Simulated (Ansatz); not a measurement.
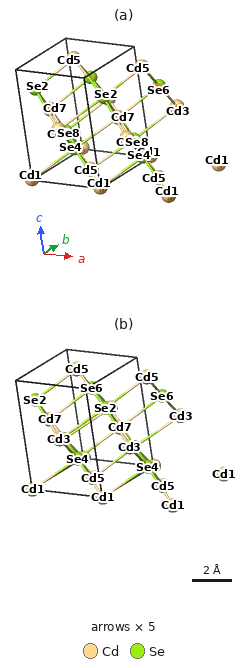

The structure of solid CdSe (built on the LiH-225 type type) before (top) and after (bottom) a relaxation, at one scale. The orange arrows give the displacements (the part carried along by the change of the cell is left out), 5 times their true length.

Style: ball-and-stick. Shown: the cell of the calculation, reduced to other axes, repeated 2 × 1 × 1 with one cell outlined, slightly off an axis. Lengths and directions refer to the drawn axes.

Case: shaken.

These are results of DFT, PBEsol, plane waves, PAW (Ansatz 0.2.0), not measurements.

Input
```yaml
crystal:
  lattice:
    - [-0.03785764, 5.6169498754, 5.6031330507]
    - [5.6019638849, -0.1004271352, 5.6657025459]
    - [2.7434668796, 2.7822446225, 0.0073014952]
  atoms:
    - { symbol: Cd, position: [0.0032561051, -0.0123326687, 0.0105768124] }
    - { symbol: Se, position: [0.2591638629, 0.2447451873, 0.4571525853] }
    - { symbol: Cd, position: [-0.0035918592, 0.5023424503, -0.0071410979] }
    - { symbol: Se, position: [0.2468210709, 0.7452151295, 0.5052031961] }
    - { symbol: Cd, position: [0.4984451841, 0.0031256359, 0.0139478295] }
    - { symbol: Se, position: [0.7425356307, 0.2428746123, 0.5195882991] }
    - { symbol: Cd, position: [0.4980332331, 0.4958552917, -0.0137444441] }
    - { symbol: Se, position: [0.7349822468, 0.7609647513, 0.4924212257] }
kpoints:
  mp_grid: { grid: [6, 6, 6] }
hamiltonian:
  xc: pbesol
scf:
  occupations: { method: fermi_dirac, width: 0.05 }
relax:
  f_tol: 0.01
  cell: {}
  max_steps: 120
```

Launched with:
```bash
ansatz run input.yaml --threads 2 --pin off --max-ram 2211MiB --backend cpu --events-out ev --progress --plain --runs-dir out
```

Q: Describe what moved and what it gained.

A: The largest move relative to the cell is that of Se8, 0.16 Å roughly along [−3 0 1]. By element the largest moves are Se 0.16 Å, Cd 0.10 Å. The drawn cell changes as follows: a 3.907 → 4.001 Å (+2.4 %), b 6.862 → 6.910 Å (+0.7 %), c 6.964 → 6.890 Å (−1.1 %), α 109.0° → 109.7°, β 90.3° → 90.0°, γ 90.6° → 90.0°; the volume changes by +1.6 %. Near-neighbour distances that change, for instance: Cd5–Se8 2.685 → 2.877 Å, Cd5–Se6 2.723 → 2.874 Å, Se4–Cd7 2.776 → 2.926 Å, Cd1–Se6 2.858 → 2.715 Å. Bond angles that change, for instance: Cd3–Se8–Cd5 93.2° → 86.4°, Se2–Cd1–Se8 174.5° → 180.0°, Se2–Cd5–Se8 94.1° → 88.7°. The space group (tolerance 0.01 Å) goes from P1 (No. 1) to P2_1/c (No. 14). After 6 accepted moves (7 points after the start) the energy has fallen by 23.2 meV per atom. Largest force component: 0.84 eV/Å at the start, 0.00067 eV/Å at the end. Pressure: 1.32 GPa at the start and 0.00 GPa at the end. At 1 point the geometry stayed and the basis and grid were re-selected for the new cell (energy shift of 0.1 meV per atom at most each time).
